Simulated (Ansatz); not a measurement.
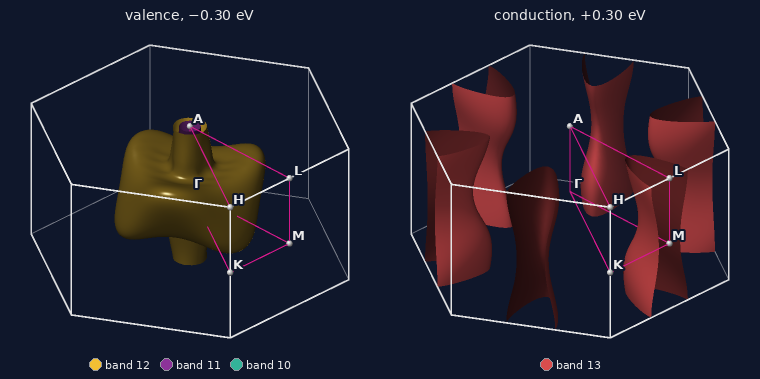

ZrS2 (space group P-3m1, No. 164): constant-energy surfaces at both band edges (energies from each edge).

Theory: Ansatz 0.2.0, DFT PBE, scalar-relativistic, plane waves, PAW; levels and slopes on a dense k mesh at the converged density. No spin polarisation. k mesh for the levels: 24×24×14. The geometry was not relaxed. The cell comes from a database of computed structures, not from a measurement.

Masses come from a second pass at points close to the extrema; at the energies drawn a band may no longer be parabolic.

Question: What kind of gap has this crystal, and what size does the calculation give?

Answer: The gap is indirect, 1.03 eV at this level of theory, which underestimates gaps and can reorder valleys that lie close.

Question: Give the valleys and their effective masses.

Answer: Valence band (extrema up to 0.30 eV from the edge): six equivalent maxima on the K–Γ line, nearly flat in one direction, with masses 0.40 and 1.17 mₑ across. Band 12 forms the valence edge; band 11 begins 0.09 eV lower (at Γ) and band 10 begins 0.09 eV lower (at Γ). The surfaces also take in Γ and A, where this band lies 0.05 and 0.19 eV below its edge, so they needn't be separate pockets.
Conduction band (extrema up to 0.30 eV from the edge): three equivalent minima at L, principal masses 0.32, 1.07 and 2.86 mₑ. Band 13 forms the conduction edge. The surfaces also take in M, where this band lies 0.17 eV above its edge, so they needn't be separate pockets.

Where one band's surface lies inside another's, the outer one hides all or part of it.

Spin-orbit coupling, left out here, can change the gap, its kind, the place of the band edges and the masses, since the compound holds Zr.

Cost: 46 s on 2 threads of Arm Neoverse N1, on a shared host, peak memory 0.7 GiB.
